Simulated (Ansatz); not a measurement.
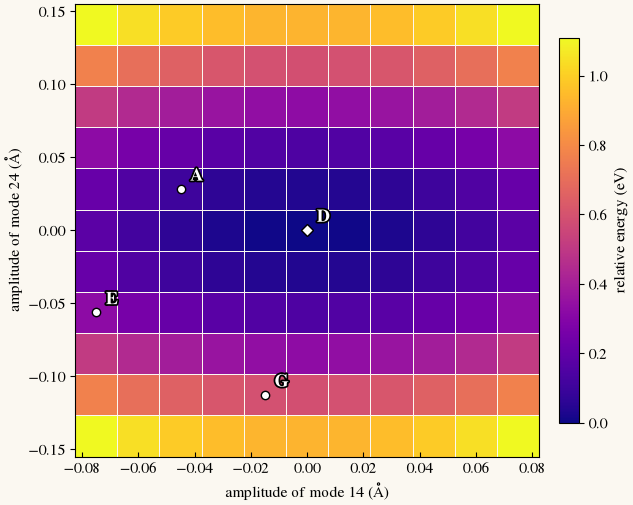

MgO (Pm-3n, No. 223; 12 atoms in the cell). The energy is mapped over two normal modes frozen in (zone-centre modes of the 12-atom cell of this scan). Coordinates scanned: (1) amplitude of mode 14 (356 cm⁻¹), largest displacement; (2) amplitude of mode 24 (492 cm⁻¹), largest displacement. Nothing is relaxed (the cell and all other modes fixed). The scan uses an 11 × 11 grid; 36 points were computed and 85 follow by symmetry. Points are written as (first, second). All energies are given in eV per cell relative to the lowest grid point. The calculation used DFT PBE, scalar-relativistic, plane waves, PAW in Ansatz. Settings: cutoff 520 eV, k-mesh 4×4×4, gaussian smearing 0.05 eV, no spin polarisation.

In the figure: one coloured cell a grid point, lettered points.

**Is D the lowest point of the computed grid?**

Yes. D, at (0.000 Å, 0.000 Å), has the lowest energy of the grid.

**What kind of point is each of A, D, G: minimum, saddle, maximum or slope?**

A: on a slope; D: minimum; G: on a slope. (In these two coordinates alone; a stationary point may lie a little off the grid point.)

**Rank the lettered points by energy, lowest first.**

D (0.00 eV), A (0.10 eV), E (0.32 eV), G (0.59 eV).

PAW datasets: the set soft_1.
